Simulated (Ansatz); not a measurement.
The structure in question:

```
Si C
1.0
     4.37973    0.00000    0.00000
     0.00000    4.37973    0.00000
     0.00000    0.00000    4.37973
Si C
4 4
Direct
  0.25000 0.25000 0.75000
  0.25000 0.75000 0.25000
  0.75000 0.25000 0.25000
  0.75000 0.75000 0.75000
  0.00000 0.00000 0.00000
  0.00000 0.50000 0.50000
  0.50000 0.00000 0.50000
  0.50000 0.50000 0.00000
```

Say what kind of structure these coordinates give.

Answer. It has the composition SiC. The structure has F-43m (No. 216) symmetry and a face-centred cubic lattice. It belongs to the family called zinc blende (sphalerite type). One cell contains 4 Si, 4 C, 8 atoms in all. The Si atoms are each bonded to four C in a tetrahedral arrangement at 1.90 Å. About every C there are four Si in a tetrahedral arrangement at 1.90 Å. The bonds build a three-dimensional framework.

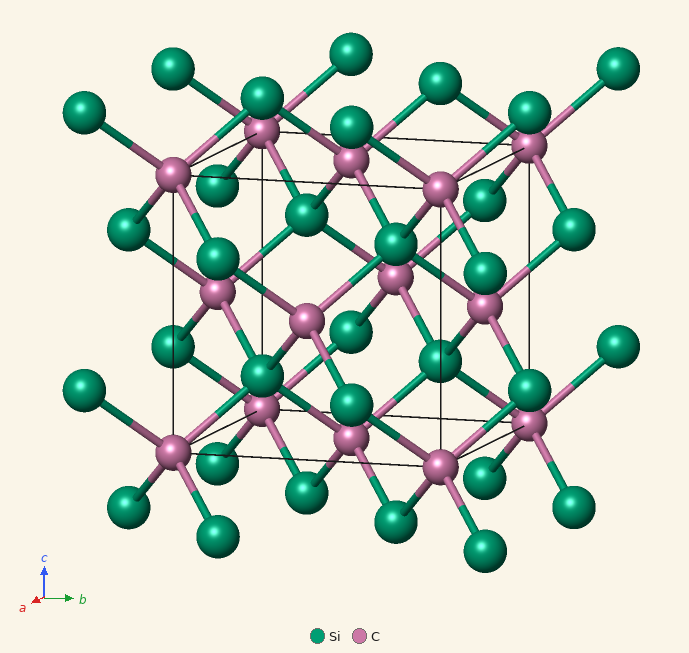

Shown here is a ball-and-stick view of the crystal, taken slightly off an axis. Thin lines show the conventional unit cell, with boundary atoms drawn in all their periodic places. Periodic images bonded to atoms of the box are shown as well. Colours: silicon teal, carbon pink.

The starting point was a structure listed in the Materials Project. Earlier steps of the study, as a rule a relaxation of our own, may have changed the cell and positions, so they can lie some per cent off the listed ones. An electronic-structure calculation with Ansatz was run on it.
